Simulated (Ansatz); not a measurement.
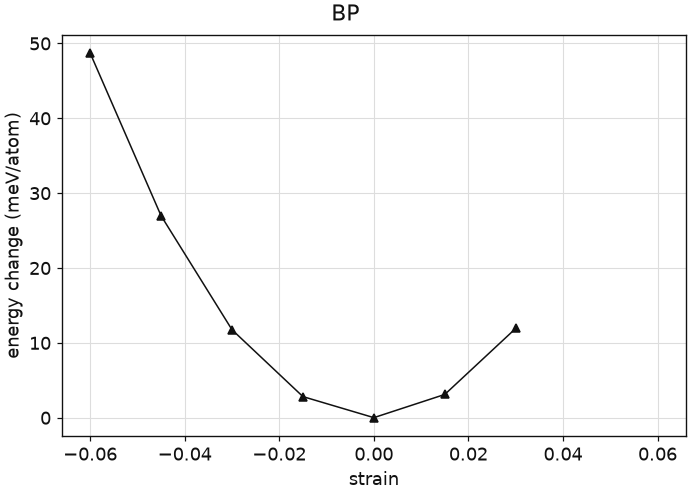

The plot gives the computed energy change against strain for BP, space group F-43m (No. 216).

Structure:
```xyz
2
Lattice="0.0000 2.2690 2.2690 2.2690 0.0000 2.2690 2.2690 2.2690 0.0000" Properties=species:S:1:pos:R:3 pbc="T T T"
B     0.0000    0.0000    0.0000
P     3.4035    3.4035    3.4035
```

Computed with Ansatz 0.2.0: homogeneous strain of a crystal along one Voigt pattern with engineering shear, fractional coordinates fixed, by plane-wave density functional theory with PAW datasets, free energies less that of the undisturbed cell; scalar-relativistic. Level: r2SCAN, no spin polarisation.

- wave cutoff: 500 eV
- k mesh: 10×10×10
- occupations: Gaussian
- smearing width: 0.05 eV
- k shift: (0, 0, 0) (mesh steps)
- start: as given
- strain pattern: (0, 1, 0, 0, 0, 0) (xx yy zz yz xz xy with engineering shear)

The points at strain 0.0450, 0.0525 and 0.0600 are left out of the plot. What values does the calculation give there?

| strain | energy change (meV/atom) |
| --- | --- |
| 0.0450 | 26.26 |
| 0.0525 | 35.43 |
| 0.0600 | 45.90 |

Keep in mind: reference crystal is not relaxed.
